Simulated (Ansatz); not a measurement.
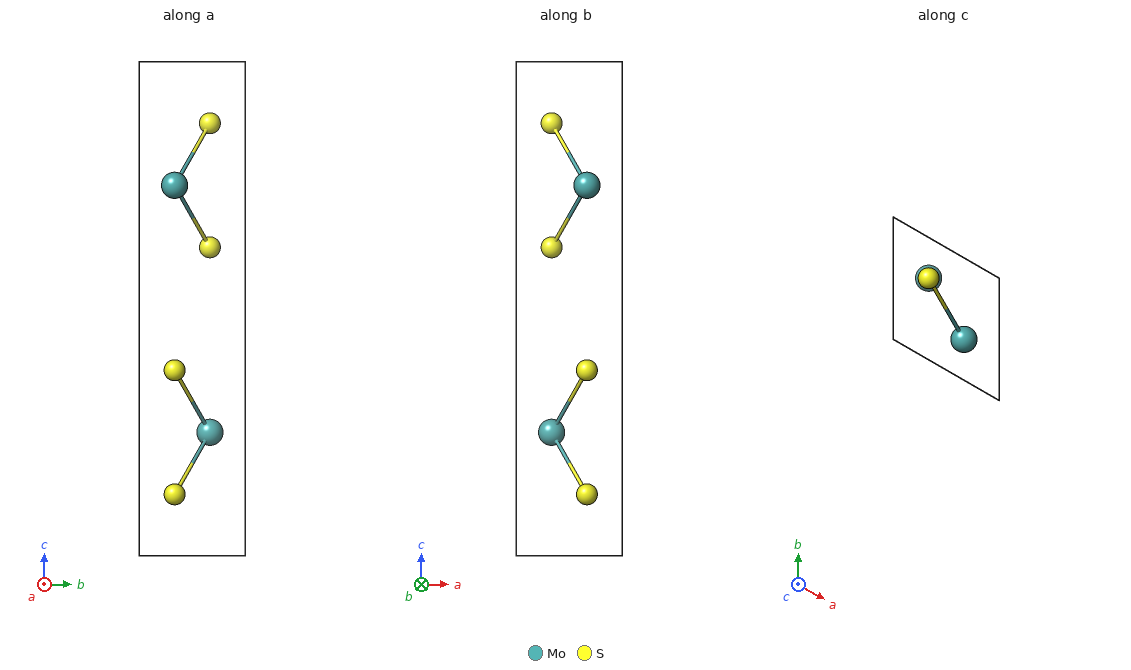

Drawn in the ball-and-stick manner and seen along the a axis, along the b axis and along the c axis. The frame is the conventional unit cell; atoms at its boundary are shown with their periodic copies.

Lattice parameters: a = 3.1096 Å, b = 3.1096 Å, c = 12.5566 Å, α = 90.000°, β = 90.000°, γ = 120.000°.

Give the atomic positions as a CIF with its space group and independent sites.

```cif
data_structure
_symmetry_space_group_name_H-M 'P 63/m m c'
_symmetry_Int_Tables_number 194
_cell_length_a 3.1096
_cell_length_b 3.1096
_cell_length_c 12.5566
_cell_angle_alpha 90.000
_cell_angle_beta 90.000
_cell_angle_gamma 120.000
_cell_volume 105.15
loop_
_atom_site_label
_atom_site_type_symbol
_atom_site_symmetry_multiplicity
_atom_site_Wyckoff_symbol
_atom_site_fract_x
_atom_site_fract_y
_atom_site_fract_z
_atom_site_occupancy
Mo1 Mo 2 c 0.3333 0.6667 0.2500 1
S1 S 4 f 0.6667 0.3333 0.3756 1
```

The model was built from a structure type filled with these elements by a generator (whether the compound takes this form wasn't checked). The cell was then strained or its atoms displaced on purpose. An electronic-structure calculation with Ansatz was run on it.
